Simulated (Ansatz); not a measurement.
## Electronic structure of HC$_{16}$ (cell with a defect) in real space

Input

```
crystal:
  lattice:
    - [0.0, 3.57, 3.57]
    - [3.57, 0.0, 3.57]
    - [3.57, 3.57, 0.0]
  atoms:
    - { symbol: C, position: [0.0, 0.0, 0.0] }
    - { symbol: C, position: [0.125, 0.125, 0.125] }
    - { symbol: C, position: [0.0, 0.0, 0.5] }
    - { symbol: C, position: [0.125, 0.125, 0.625] }
    - { symbol: C, position: [0.0, 0.5, 0.0] }
    - { symbol: C, position: [0.125, 0.625, 0.125] }
    - { symbol: C, position: [0.0, 0.5, 0.5] }
    - { symbol: C, position: [0.125, 0.625, 0.625] }
    - { symbol: C, position: [0.5, 0.0, 0.0] }
    - { symbol: C, position: [0.625, 0.125, 0.125] }
    - { symbol: C, position: [0.5, 0.0, 0.5] }
    - { symbol: C, position: [0.625, 0.125, 0.625] }
    - { symbol: C, position: [0.5, 0.5, 0.0] }
    - { symbol: C, position: [0.625, 0.625, 0.125] }
    - { symbol: C, position: [0.5, 0.5, 0.5] }
    - { symbol: C, position: [0.625, 0.625, 0.625] }
    - { symbol: H, position: [0.8772283, 0.3745679, 0.8770954], spin: 1.0 }
magnetization:
  spin_polarized: true
basis:
  ecutwfc: 420.0
kpoints:
  mp_grid: { grid: [3, 3, 3] }
hamiltonian:
  xc: pbe
scf:
  occupations: { method: fermi_dirac, width: 0.05 }
  lower_state_search: "off"
relax:
  f_tol: 0.08
  max_steps: 25
  adjacent_minimum: "off"
output:
  write_density: true
  write_potential: true
  elf: true
  volumetric_format: npy
```

Command:

```sh
ansatz run input.yaml --threads 1 --pin off --max-ram 3072MiB --backend cpu --events-out ev --progress --plain --runs-dir out
```

The fields are those of the run's last geometry, not of the input's.

The program warned that a starting moment wasn't kept; spin-polarised, but the moments vanished.

The calculation used Ansatz 0.2.0, DFT PBE, scalar-relativistic, plane waves, PAW.

Core electrons are frozen (PAW), and the valence fields are smoothed inside the atomic spheres.

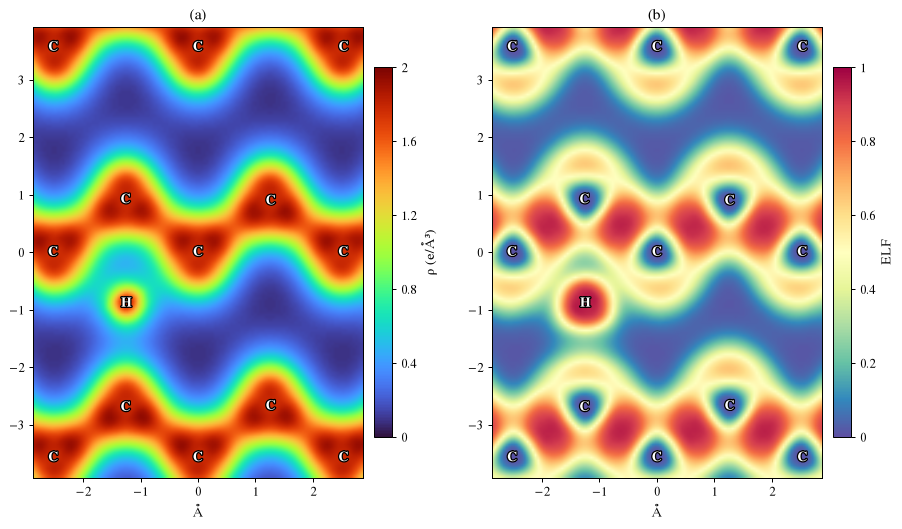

Figure 1. (a) valence electron density; (b) ELF on the (11̄0) plane of the calculation cell.

Read the bonding off the picture.

Answer. The plane passes through C and H nuclei. C–C (1.55 Å): ρ is about 1.6 e/Å³ halfway; the ELF peaks at about 0.95 between the atoms. C–H (1.53 Å): the density is about 0.76 e/Å³ at the midpoint; the ELF climbs to about 0.95 towards the hydrogen, as it does in any bond to H. Between the atoms the lowest density in this plane is 0.09 e/Å³.

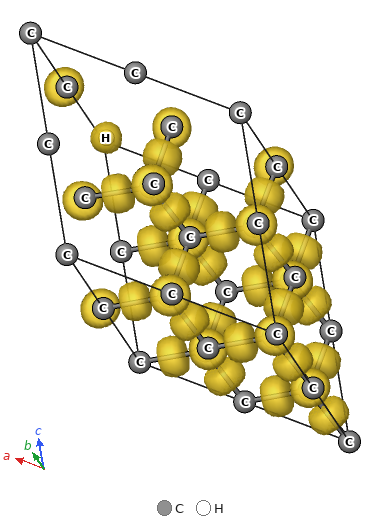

Figure 2. Isosurface of the electron localisation function at 0.75 (yellow), seen at an oblique angle. Core shells and regions of very low density are left out. Sticks mark near contacts.

Describe the localisation domains.

Answer. The ELF exceeds this value in 32 regions between bonded C–C atoms and one region around a hydrogen nucleus, counted in one cell of 17 atoms. Regions shared between cells count once. Profiles from the grid: C–C (1.53 Å): the ELF peaks at about 0.95 between the atoms.

Does the calculation make it a metal, or give it a gap?

Answer. It is gapless in this calculation (a metal or semimetal).
